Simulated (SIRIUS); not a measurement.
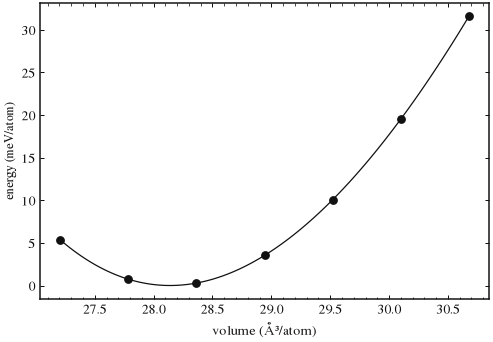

The picture above shows the energy against volume.

Computed with SIRIUS 7.12.0: plane-wave DFT, no spin polarisation; energies at scaled volumes of the given cell, shape and fractions fixed, counted from the fit's minimum, third-order Birch-Murnaghan fit. Level: PBEsol.

**For which of these solids was it computed?**
A. Ge, Fd-3m (No. 227)
B. CdSe, F-43m (No. 216)
C. KCl, Fm-3m (No. 225)

B, CdSe: energy from 0.29 meV/atom to 31.59 meV/atom, V0 28.14 Å³/atom, B0 52.1 GPa. The others give: KCl, energy from 0.03 meV/atom to 10.98 meV/atom, V0 30.41 Å³/atom, B0 18.5 GPa; Ge, energy from 0.47 meV/atom to 25.85 meV/atom, V0 22.86 Å³/atom, B0 66.1 GPa.
